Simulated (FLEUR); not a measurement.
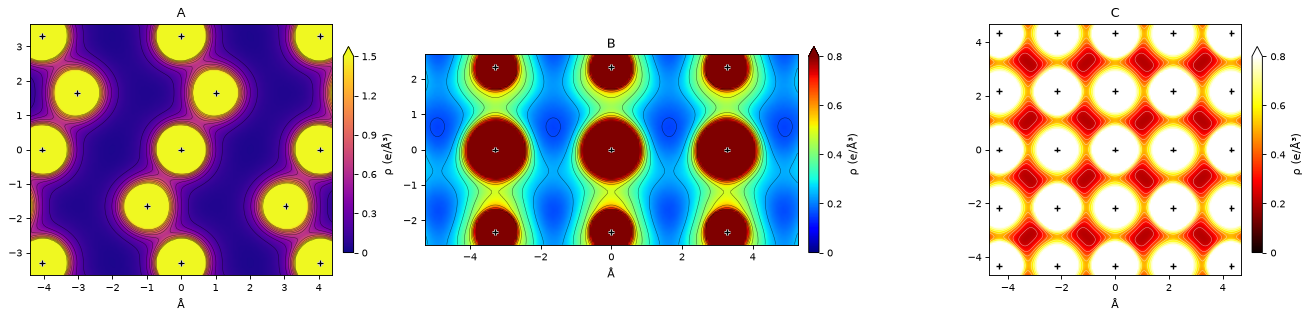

The total electron density of 3 systems, each on a plane through atoms (crosses mark nuclei in the plane).

All numbers below come from FLEUR MaX-R8.1 (later development tree), Kohn-Sham DFT of a periodic cell, PBE, all-electron.

System 1: CuO, the (101) plane of the conventional cell. Space group C2/c; a structure from a database of computed crystals, not necessarily the ambient phase.

```
Cu O
1.0
    -2.91857   -2.87928    0.00000
     2.84043   -2.87928    0.00000
     0.01750    0.01724    5.17634
Cu O
4 4
Direct
  0.75000 0.75000 0.00000
  0.25000 0.25000 0.00000
  0.75000 0.25000 0.50000
  0.25000 0.75000 0.50000
  0.49995 0.49838 0.74989
  0.99995 0.99838 0.74989
  0.50005 0.50162 0.25011
  0.00005 0.00162 0.25011
```

System 2: SiNi, the (100) plane of the conventional cell. Space group Pmmn; a structure from a database of computed crystals, not necessarily the ambient phase; spin-polarised.

```
CELL_PARAMETERS angstrom
2.94277 0.00000 0.00000
0.00000 3.28033 0.00000
0.00000 0.00000 4.67745
ATOMIC_POSITIONS crystal
Ni 0.50000 0.50000 0.34250
Ni 0.00000 0.00000 0.65750
Si 0.50000 0.50000 0.84314
Si 0.00000 0.00000 0.15686
```

System 3: TiC, the (100) plane of the conventional cell. Space group Fm-3m; a structure from a database of computed crystals, not necessarily the ambient phase.

Question: Which map belongs to which system?

Answer: Panel A is system 1, CuO: the plane holds Cu and O. Cu–O (1.94 Å): the density is about 0.66 e/Å³ at the midpoint. Panel B is system 2, SiNi: the plane holds Ni and Si. Si–Ni (2.34 Å): ρ is about 0.49 e/Å³ halfway. Panel C is system 3, TiC: the plane holds Ti and C. Ti–C (2.17 Å): ρ at the midpoint is about 0.51 e/Å³.
